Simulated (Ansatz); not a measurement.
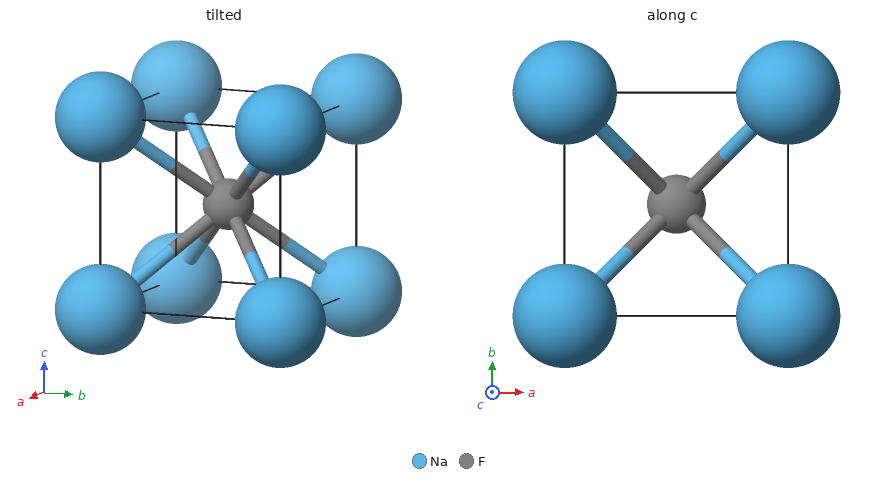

A ball-and-stick rendering, viewed slightly off an axis and along the c axis. The wireframe shows the conventional unit cell.

NaF, caesium chloride (CsCl, B2) type, space group Pm-3m (No. 221), a = 2.793 Å, b = 2.793 Å, c = 2.793 Å, α = 90.00°, β = 90.00°, γ = 90.00°. The structure was taken from a structure type filled with these elements by a generator (whether the compound takes this form wasn't checked). Earlier steps of the study may have refined or changed the cell and positions. Ansatz was used for an electronic-structure calculation on it.

This one geometry was computed with Ansatz (DFT, plane waves, PAW) at three levels of theory: HSE06, PBEsol and PBE. It was relaxed beforehand with r2SCAN.

**Which level gives the highest pressure at this volume, and what does that say about its equilibrium volume?**

Highest: PBE (4.4 GPa), which points to the largest equilibrium volume. Lowest, with the smallest volume: HSE06 (1.8 GPa) and PBEsol (1.4 GPa). Levels within 0.5 GPa of each other can't be told apart.

**How does the band gap change with the level of theory?**

PBEsol: a gap of 6.00 eV, indirect; PBE: a gap of 6.13 eV, indirect; HSE06: a gap of 8.33 eV, indirect.

**Collect the results in a table.**

| level | cutoff (eV) | k-mesh of the run's cell | gap (eV) | pressure (GPa) |
| --- | --- | --- | --- | --- |
| HSE06 | 420 | 4×4×4 | 8.33 | 1.8 |
| PBEsol | 420 | 6×6×6 | 6.00 | 1.4 |
| PBE | 420 | 6×6×6 | 6.13 | 4.4 |

Gaps are taken on the k-mesh or band path of each run.
